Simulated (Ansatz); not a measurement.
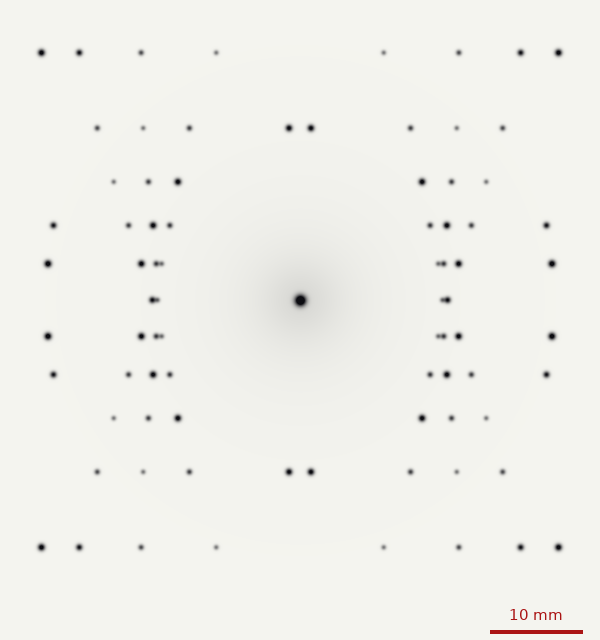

Simulated X-ray rotation photograph: Co Kα radiation (λ = 1.7902 Å), cylindrical film of radius 28.65 mm unrolled, rotation axis vertical and normal to the beam, kinematic intensities without Lorentz or polarisation factors, the film spanning ±63° about the beam; spots down to d = 1.63 Å.

**Measure the layer lines and find the identity period along the axis.**

The first layer line lies 4.0 mm from the equator, so tan ν = 0.139, sin ν = 0.138 and the period is λ/sin ν = 13.01 Å. Further lines follow at 8.2, 13.0, 18.9, 27.2 mm.

The crystal is Sm, space group P6_3/mmc (No. 194), a = 3.831 Å, c = 12.434 Å (hexagonal axes). Structure: the input geometry of an electronic-structure calculation (not necessarily at equilibrium); the starting structure was generated, so it need not be a known form of this composition.

**About which axis was it rotated?**

About [101] (or an equivalent direction), whose length in the conventional cell is 13.011 Å.
